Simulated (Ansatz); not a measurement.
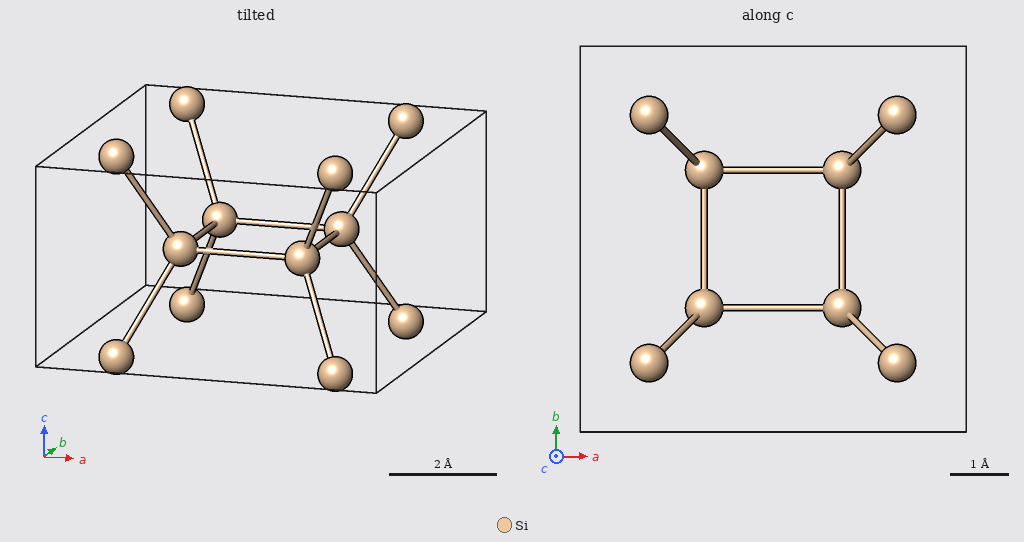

Crystal structure, ball-and-stick style, seen slightly off an axis and along the c axis. The parallelepiped is the conventional unit cell.

Si, space group I4/mmm (No. 139), a = 6.692 Å, b = 6.692 Å, c = 3.861 Å, α = 90.00°, β = 90.00°, γ = 90.00°. The model was built from a structure listed in the Materials Project. Earlier steps of the study may have refined or changed the cell and positions. It was run through Ansatz as a DFT input.

This one geometry was computed with Ansatz (DFT, plane waves, PAW) at three levels of theory: r2SCAN, PBE and LDA.

Q: Which level gives the highest pressure at this volume, and what does that say about its equilibrium volume?

A: Highest: PBE (0.0 GPa), which points to the largest equilibrium volume. Lowest, with the smallest volume: LDA (-3.1 GPa). Levels within 0.5 GPa of each other can't be told apart.

Q: How does the band gap change with the level of theory?

A: LDA: a gap of 0.15 eV, indirect; PBE: a gap of 0.26 eV, indirect; r2SCAN: a gap of 0.44 eV, indirect.

Q: Collect the results in a table.

A:
| level | cutoff (eV) | k-mesh of the run's cell | gap (eV) | pressure (GPa) |
| --- | --- | --- | --- | --- |
| r2SCAN | 500 | 10×10×10 | 0.44 | -1.3 |
| PBE | 420 | 10×10×10 | 0.26 | 0.0 |
| LDA | 420 | 10×10×10 | 0.15 | -3.1 |

Gaps are taken on the k-mesh or band path of each run.
